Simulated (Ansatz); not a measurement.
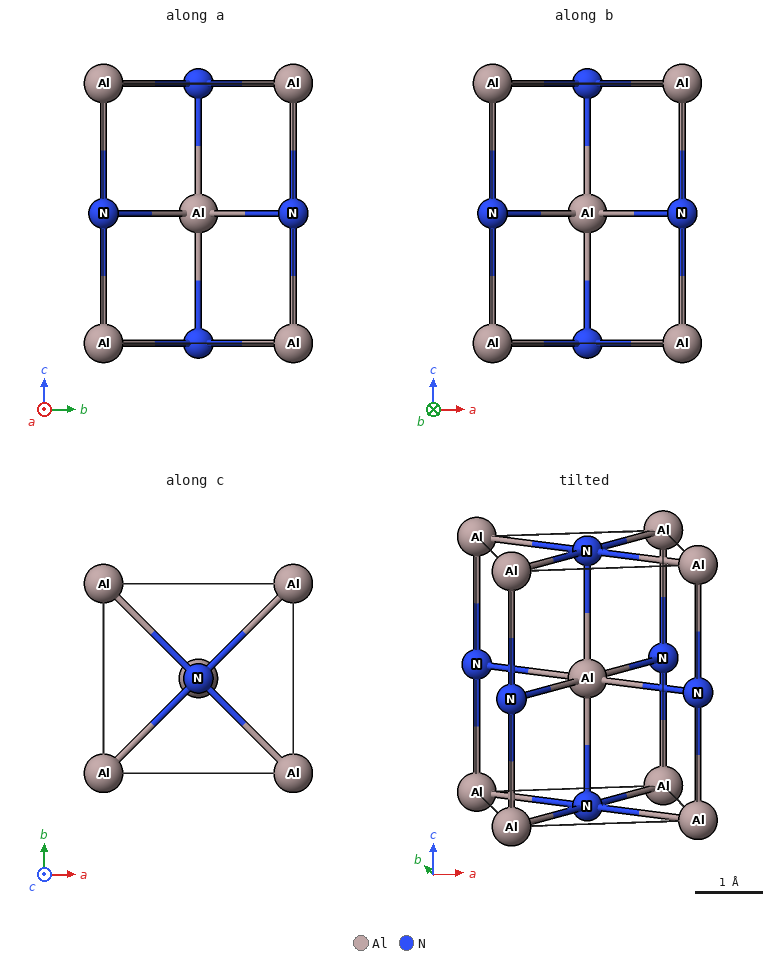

The crystal in a ball-and-stick representation, seen along the a axis, along the b axis, along the c axis and slightly off an axis. Thin lines show the conventional unit cell, with boundary atoms drawn in all their periodic places.

Lattice parameters: a = 2.8551 Å, b = 2.8551 Å, c = 3.9122 Å, α = 90.000°, β = 90.000°, γ = 90.000°.

> Give the atomic positions as a CIF with its space group and independent sites.

```cif
data_structure
_symmetry_space_group_name_H-M 'I 4/m m m'
_symmetry_Int_Tables_number 139
_cell_length_a 2.8551
_cell_length_b 2.8551
_cell_length_c 3.9122
_cell_angle_alpha 90.000
_cell_angle_beta 90.000
_cell_angle_gamma 90.000
_cell_volume 31.89
loop_
_atom_site_label
_atom_site_type_symbol
_atom_site_symmetry_multiplicity
_atom_site_Wyckoff_symbol
_atom_site_fract_x
_atom_site_fract_y
_atom_site_fract_z
_atom_site_occupancy
Al1 Al 2 a 0.0000 0.0000 0.0000 1
N1 N 2 b 0.0000 0.0000 0.5000 1
```

Provenance: a structure type filled with these elements by a generator (whether the compound takes this form wasn't checked). The cell was then strained or its atoms displaced on purpose. It was the input of a calculation with Ansatz.

At this level of theory the cell isn't at rest (compressed, at 16 GPa), so its distances can differ from those at equilibrium, the more so the softer the solid.
